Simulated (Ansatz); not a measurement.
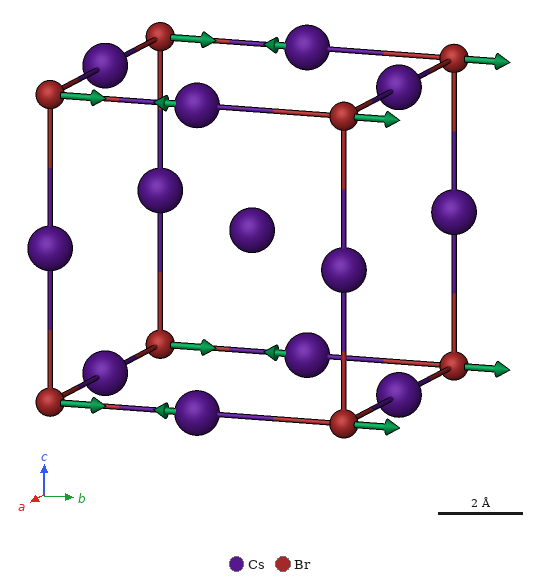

One vibrational mode of crystalline Cs4Br (a generated structure) at the zone centre. Displacements are drawn as green arrows; their common scale and sign are arbitrary. Style: ball-and-stick. Shown: the cell of the calculation, slightly off an axis.

The calculation used DFT PBE, scalar-relativistic, plane waves, PAW in Ansatz. (plane-wave cutoff 420 eV; k-point mesh 6 × 6 × 6; occupations fermi dirac; smearing width 0.15 eV; no spin polarisation)

The frequencies depend somewhat on the k-mesh and the smearing.

What mode is this, and where does it lie in the spectrum?

Answer. This is the T₁u mode (triply degenerate; one member of the set is drawn) at 48 cm⁻¹, the highest optical level, infrared-active by symmetry. The Cs (1b) atoms hardly move; all motion is along b; it stretches the shortest Br–Cs bonds (3.78 Å); the kinetic energy is shared as Br 63 %, Cs 37 %. The crystal is a metal, so free carriers screen the infrared response.
